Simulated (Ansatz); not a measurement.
Take the following structure.

```xyz
2
Lattice="3.1209 0.0000 0.0000 0.0000 3.1209 0.0000 0.0000 0.0000 3.1209" Properties=species:S:1:pos:R:3 pbc="T T T"
W     0.0000    0.0000    0.0000
W     1.5605    1.5605    1.5605
```

Interpret the file: composition, symmetry and coordination.

Answer. The element is tungsten. It is body-centred cubic, space group Im-3m (No. 229). Structure type: body-centred cubic (W type). The cell holds two atoms. W is linked to eight W in a cubic arrangement at 2.70 Å. Not all metal-metal contacts are counted. The bonds build a three-dimensional framework.

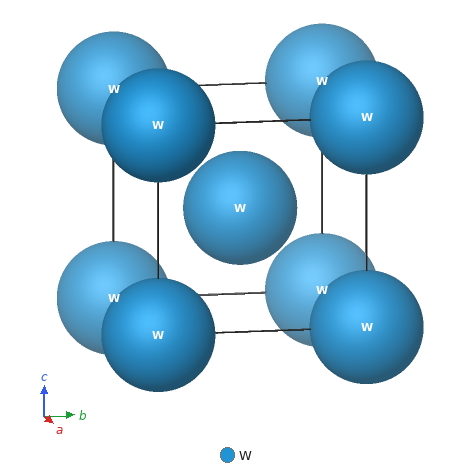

Drawn in the spheres-only manner and seen slightly off an axis. Thin lines show the conventional unit cell, with boundary atoms drawn in all their periodic places.

The model was built from a structure listed in the Materials Project. Earlier steps of the study may have refined or changed the cell and positions. Ansatz was used for an electronic-structure calculation on it.

At this level of theory the cell isn't at rest (compressed, at 35 GPa), so its distances can differ from those at equilibrium, the more so the softer the solid.
